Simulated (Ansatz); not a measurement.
## ZrS$_{2}$: single-point calculation

System: ZrS$_{2}$ (P-3m1, 3 atoms in the cell).
Method: DFT PBE+D3(BJ), scalar-relativistic, plane waves, PAW, no spin polarisation (Ansatz 0.2.0).

The structure derives from a Materials Project entry. It belongs to a series of runs on one base structure; here: the database's cell and atoms. Figures and captions count atoms from 1; the log counts them from 0 in places.

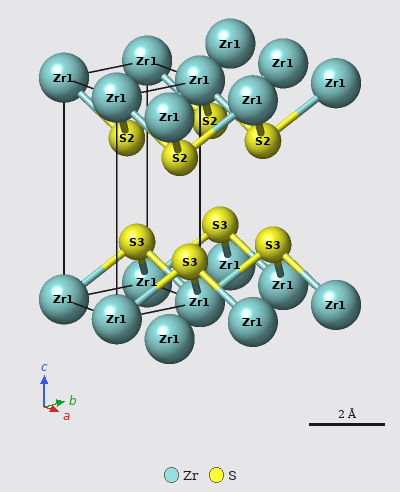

The structure (ball-and-stick view of the cell of the calculation, repeated 2 × 2 × 1, seen slightly off an axis; atoms are numbered from 1 in the order of the input). An atom can appear more than once, as a periodic image. Near neighbours in the periodic cell (some may lie outside the picture): Zr has 6 S at 2.57 Å; S has 3 Zr at 2.57 Å.

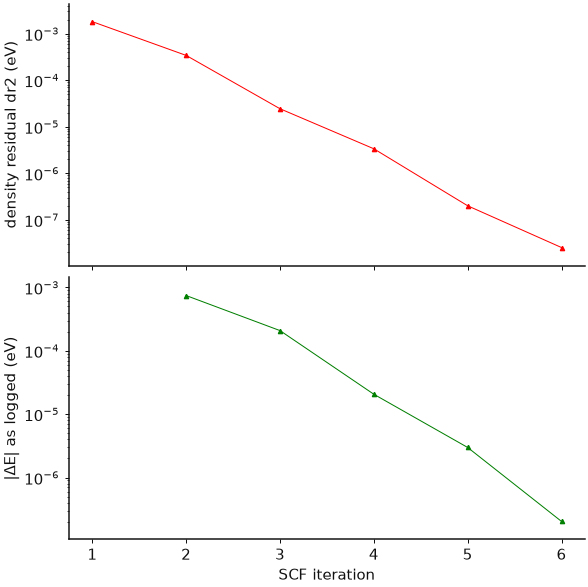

Convergence of the self-consistent field: density residual dr2 and size of the energy change against the SCF iteration. The residual falls at every step.

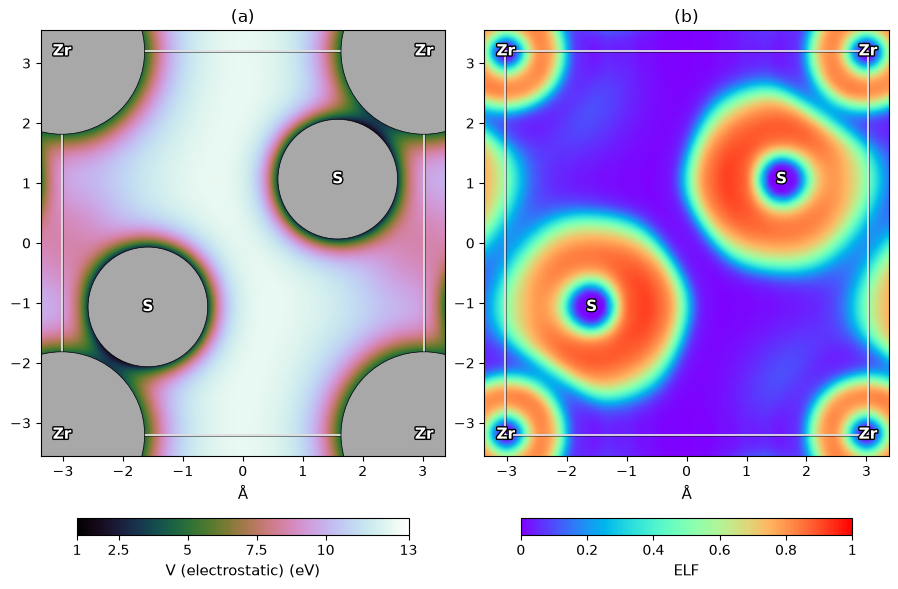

(a) electrostatic potential energy of an electron; (b) electron localisation function on the (110) plane of the conventional cell. Grey discs, where drawn, cover atomic cores. The section cuts through Zr and S sites. Zr–S (2.57 Å): the ELF is about 0.40 at the midpoint. The strong features right at Zr lie inside the PAW spheres (semicore, d or f shells) and say nothing about bonding. Outside the cores the potential energy rises away from the atoms and is highest about 2.0 Å from the nearest atoms; outside the discs it spans about 11 eV, and its zero is arbitrary. In a PAW calculation such maps are meaningful between the atoms, not at the nuclei.

The input that produced these results follows, with the program's output.

## Input
```yaml
crystal:
  lattice:
    - [3.6913825498, 0.0, 0.0]
    - [-1.8456912749, 3.1968310632, 0.0]
    - [0.0, 0.0, 6.04107701]
  atoms:
    - { symbol: Zr, position: [0.0, 0.0, 0.0] }
    - { symbol: S, position: [0.66666667, 0.33333333, 0.76209003] }
    - { symbol: S, position: [0.33333333, 0.66666667, 0.23790997] }
basis:
  ecutwfc: 420
kpoints:
  mp_grid: { grid: [12, 12, 6] }
hamiltonian:
  xc: pbe
  dispersion: d3bj
scf:
  occupations: { method: gaussian, width: 0.02 }
output:
  forces: true
  stress: true
  eigenvalues: true
  populations: true
  write_density: true
  write_potential: true
  elf: true
  volumetric_format: npy
```

Command:
```bash
ansatz run input.yaml --threads 1 --pin off --max-ram 2560MiB --backend cpu --events-out ev --progress --plain --runs-dir out
```

## Output
```
Engine: ansatz 0.2.0, aarch64-unknown-linux-gnu
Pseudopotentials: kind: paw
Pseudopotential: Zr, paw, valence charge 12, recommended cutoff 420 eV (normal), Zr.paw.azcp
Pseudopotential: S, paw, valence charge 6, recommended cutoff 420 eV (normal), S.paw.azcp
Functional definition: PBE
  parameter kappa = 0.804
  parameter beta = 0.06672455060314922
  exchange = pbe_x(kappa = kappa, mu = beta*pi^2/3)
  correlation = pbe_c(beta = beta)
Crystal: 3 atoms, lattice volume = 71.289 Å³
Basis set: ecut = 420 eV, 1389 PW (Γ), exchange–correlation on 50×50×90 points (8 copies of the dense FFT grid, shifted against one another)
Bands: 16, of which v1, the nominal top of the filled ones, is band 12 counted from 1 (11 counted from 0)
Symmetry: 12 space group operations
Space group: P-3m1 (ITA 164), of the structure as read, at distance tolerance 4.1e-5 Å
k-points: 100 of 864
Non-local potential: Zr, projectors of the file, l = 0: 3, l = 1: 2, l = 2: 2, l = 3: 2
Non-local potential: S, projectors of the file, l = 0: 2, l = 1: 2, l = 2: 2
PAW form: soft (Blöchl's): semilocal exchange-correlation on the pseudo side does not see the compensation charge
PAW one-centre angular grid: Zr, 590 points (default); XC on 64 Gauss nodes
PAW one-centre angular grid: S, 110 points (default); XC on 64 Gauss nodes
Initial density: superposition of atomic densities (neutral atoms: chi_scale 0, normalization atom), corrected by the library's trained network
Initial wavefunctions: pseudopotential atomic-orbital guess
Functional: x = pbe(κ = 0.804, μ = 0.2195149727645171), c = pbe(β = 0.06672455060314922)
SCF iter   1: F=—  HF=-5993.629180 eV  |F-HF|=—  |Δ(HF+E_count)|=         —  Δρ=1.28e-3  dr2=1.81e-3  ethr=1.77e-3  ⟨swp⟩=6.0  Hψ=9069  notcnv=0
preconditioner: auto → Resta (q_TF=auto, 2.276 Å⁻¹)  ε∞=6.2  [insulator: Δε(μ)=1.031 eV  Ē_g=7.720 eV  σ=0.020 eV  W_gap=1.00  n_scr=22 (ndim 8)  ℏωp=17.6 eV  f_vac=0.029  D(μ)=0.00/eV (n_scr^D=0)  ε∞_Penn≈6.2]
SCF iter   2: F=—  HF=-5993.628437 eV  |F-HF|=—  |Δ(HF+E_count)|=   7.43e-4  Δρ=6.60e-4  dr2=3.41e-4  ethr=7.55e-6  ⟨swp⟩=2.2  Hψ=3461  notcnv=0
SCF iter   3: F=—  HF=-5993.628645 eV  |F-HF|=—  |Δ(HF+E_count)|=   2.08e-4  Δρ=1.81e-4  dr2=2.44e-5  ethr=1.42e-6  ⟨swp⟩=2.0  Hψ=2232  notcnv=0
SCF iter   4: F=—  HF=-5993.628665 eV  |F-HF|=—  |Δ(HF+E_count)|=   2.06e-5  Δρ=5.62e-5  dr2=3.37e-6  ethr=1.02e-7  ⟨swp⟩=2.0  Hψ=2156  notcnv=0
SCF iter   5: F=—  HF=-5993.628668 eV  |F-HF|=—  |Δ(HF+E_count)|=   2.98e-6  Δρ=1.27e-5  dr2=2.01e-7  ethr=1.40e-8  ⟨swp⟩=2.0  Hψ=2303  notcnv=0
SCF iter   6: F=-5993.628669 eV  HF=-5993.628669 eV  |F-HF|=1.81e-9  |Δ(HF+E_count)|=   2.03e-7  Δρ=4.24e-6  dr2=2.55e-8  ethr=4.17e-10  ⟨swp⟩=9.5  Hψ=10731  notcnv=0
SCF 1 converged in 6 iterations: F = -5993.628669 eV  dr2 = 2.55e-8
  greatest PAW one-centre occupation: 0.995 electrons in one spin orbital (limit 2), on the Zr atom at site 0 (counted from 0), in its partial waves of l = 0
SCF converged after 6 iterations
Free energy (F): -5993.628669 eV
Harris-Foulkes:  -5993.628669 eV  (|F-HF|=1.81e-9)
Internal energy: -5993.628669 eV  (E = F + TS)
E sigma→0 (E₀):  -5993.628669 eV
Fermi energy:    6.944093 eV
--- Per-component energies (eV) ---
  E_band       = -178.970982
  E_kinetic    = 546.012621
  E_local      = -1385.228905  (includes V_loc(G=0)·N_el)
  E_nonlocal   = 134.539335
  E_hartree    = 490.746737
  E_xc         = -356.631406
  E_vxc        = -366.632756  (∫ρ·V_xc dr)
  E_paw        = -4153.792533  (= ΣΔE_a)
  E_vpaw       = -89.158338  (= ΣTr[D̂ρ^β])
  E_aug_tail   = 0.000027  (compensation charges beyond the density's cutoff)
  E_ewald      = -1268.283280
  E_disp       = -0.991263  (pairwise vdW)
  E_smearing   = -0.000000  (= −TS)
  E_closure    = 0.000000  (closes the sum)
  Σ components = -5993.628669   (vs F -5993.628669, Δ=0.00e0)
--- Forces (eV/Å), atoms counted from 1 ---
  atom   1  Zr     0.00000000    -0.00000000     0.00000000
  atom   2  S      0.00000000     0.00000000    -0.05808531
  atom   3  S     -0.00000000    -0.00000000     0.05808531
  max |Σ_I F_I| component: 1.85e-17 eV/Å
--- Stress (GPa, compression-positive) ---
       -2.262352       0.000000       0.000000
       -0.000000      -2.262352       0.000000
       -0.000000       0.000000      -1.204733
  P = ⅓ Tr σ = -1.9098 GPa (-19.098 kbar)
--- Band table (eV; the first three rows and the last of 100) ---
  k-point 0: bands = ["-42.5457", "-20.6032", "-20.4571", "-20.4571", "-6.1392", "-4.7434", "2.2342", "3.6622", "3.6622", "6.3419", "6.3419", "6.3840", "8.0223", "8.0223", "8.8663", "11.4340"]
  k-point 1: bands = ["-42.5457", "-20.6033", "-20.4571", "-20.4571", "-6.0998", "-4.8081", "2.4026", "3.6690", "3.6690", "6.0145", "6.3173", "6.3173", "8.0160", "8.0160", "8.9875", "11.5025"]
  k-point 2: bands = ["-42.5457", "-20.6035", "-20.4571", "-20.4571", "-6.0083", "-4.9487", "2.8230", "3.6826", "3.6826", "5.2866", "6.2688", "6.2688", "8.0032", "8.0032", "9.1356", "11.6452"]
  k-point 99: bands = ["-42.5261", "-20.6261", "-20.6261", "-20.5426", "-4.9051", "-4.9051", "3.0471", "3.0471", "3.3995", "4.5897", "4.6895", "4.6895", "8.7276", "9.3684", "9.3684", "11.9363"]
--- Löwdin populations: 3 sites ---
  site symbol       q [e]
     0     Zr     11.1787
     1      S      6.3446
     2      S      6.3446
  spilling = 0.005500 (of n_electrons = 24.000000)
```

## File populations.tsv
```
# site	symbol	l	j	q
# orbitals = lowdin
# n_electrons = 24.000000
# spilling = 0.005500
0	Zr	0_4S	-	1.967354
0	Zr	0_5S	-	0.531060
0	Zr	1_4P	-	5.994285
0	Zr	2_4D	-	2.686038
1	S	0_3S	-	1.759006
1	S	1_3P	-	4.585628
2	S	0_3S	-	1.759006
2	S	1_3P	-	4.585628
```

## Summary

```tsv
quantity	value
outcome	converged
space group (tolerance 0.01 Å)	P-3m1 (164)
electrons treated	24
free energy	−5993.6287 eV
Fermi energy	6.944 eV
gap on the k-point mesh	1.04 eV
pressure	−1.91 GPa
largest force (length of the vector)	0.058 eV/Å
hardware	1 thread of Arm Neoverse V1, 24 GiB of memory available, shared host
wall time	9.2 s
peak memory	0.39 GiB
```
